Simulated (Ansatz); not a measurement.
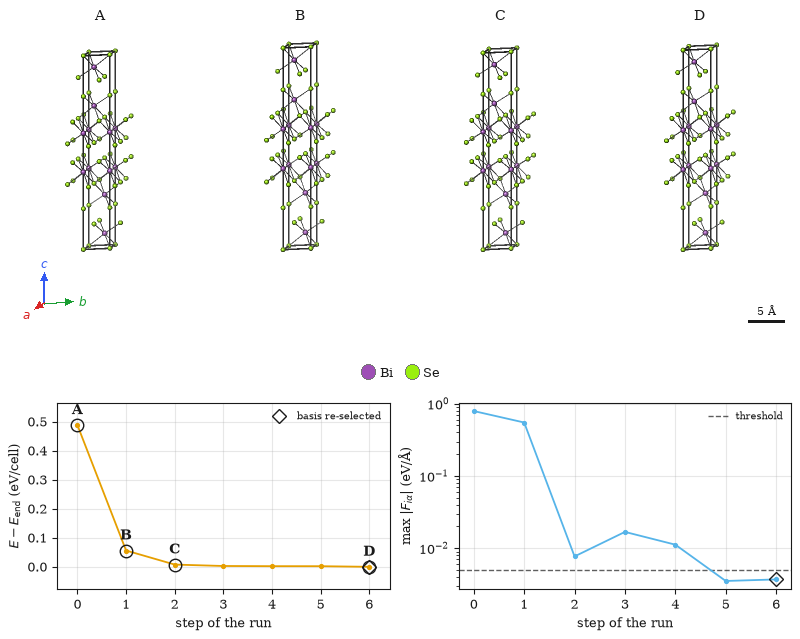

Frames of a relaxation of solid Bi$_{2}$Se$_{3}$ (built on the tetradymite type), marked on the history of the run. Style: ball-and-stick. Shown: the conventional cell (3 times the calculation's cell), slightly off an axis. Lengths and directions refer to the drawn axes.

Level of theory: DFT, PBE-D3(BJ), plane waves, PAW (Ansatz 0.2.0).

The input:
```yaml
crystal:
  lattice:
    - [1.9715927, 1.1382995761, 9.200622788]
    - [-1.9715927, 1.1382995761, 9.200622788]
    - [0.0, -2.2765991522, 9.200622788]
  atoms:
    - { symbol: Bi, position: [0.4, 0.4, 0.4] }
    - { symbol: Bi, position: [0.6, 0.6, 0.6] }
    - { symbol: Se, position: [0.21, 0.21, 0.21] }
    - { symbol: Se, position: [0.79, 0.79, 0.79] }
    - { symbol: Se, position: [0.0, 0.0, 0.0] }
kpoints:
  mp_grid: { grid: [8, 8, 8] }
hamiltonian:
  xc: pbe
  dispersion: d3bj
scf:
  occupations: { method: fermi_dirac, width: 0.02 }
relax:
  f_tol: 0.005
  cell: {}
```

Command:
```bash
ansatz run input.yaml --threads 2 --pin off --max-ram 29491MiB --backend cpu --events-out ev --progress --plain --runs-dir out
```

> Describe the path.

The largest moves relative to the cell, 0.027 Å, are those of Bi1 and Bi2. Bi1 goes along +c. By element the largest moves are Bi 0.027 Å, Se 0.012 Å. The drawn cell changes as follows: a = b 3.943 → 4.145 Å (+5.1 %), c 27.602 → 28.430 Å (+3.0 %); the volume changes by +13.8 %. Some distances before and after: Bi1–Se5 2.927 → 3.069 Å, Bi1–Se4 2.762 → 2.864 Å. The space group stays R-3m (No. 166). The energy falls by 0.488 eV per cell of the calculation in 5 accepted moves (6 points after the start). The largest force component goes from 0.79 to 0.0037 eV/Å. Pressure: 10.37 GPa at the start and −0.02 GPa at the end. The SCF was repeated once at an unchanged geometry on a basis and grid sized afresh for the cell, which shifted the energy by 2.1 meV per cell of the calculation at most. The run took 50 s on 2 threads of AMD EPYC 7R13 Processor (Zen 3) (shared host), peak memory 0.77 GiB. From step 0 to 1: Se atoms move most (0.08 Å), volume +14.5 %, energy −0.432 eV per cell of the calculation. From step 1 to 2: Se atoms move most (0.08 Å), volume −0.4 %, energy −48.4 meV per cell of the calculation. From step 2 to 6: volume −0.2 %, energy −7.7 meV per cell of the calculation.

```csv
step,"E − E(0), meV/atom","largest force component, eV/Å","pressure, GPa","volume, Å³/atom",note
0,0.00,0.7920,10.37,24.778,
1,-86.34,0.5496,-1.64,28.369,
2,-96.02,0.0077,-0.30,28.267,
3,-96.99,0.0168,-0.02,28.127,
4,-97.12,0.0112,0.05,28.138,
5,-97.14,0.0035,-0.01,28.200,
6,-97.56,0.0037,-0.02,28.200,"same geometry, new basis"
```
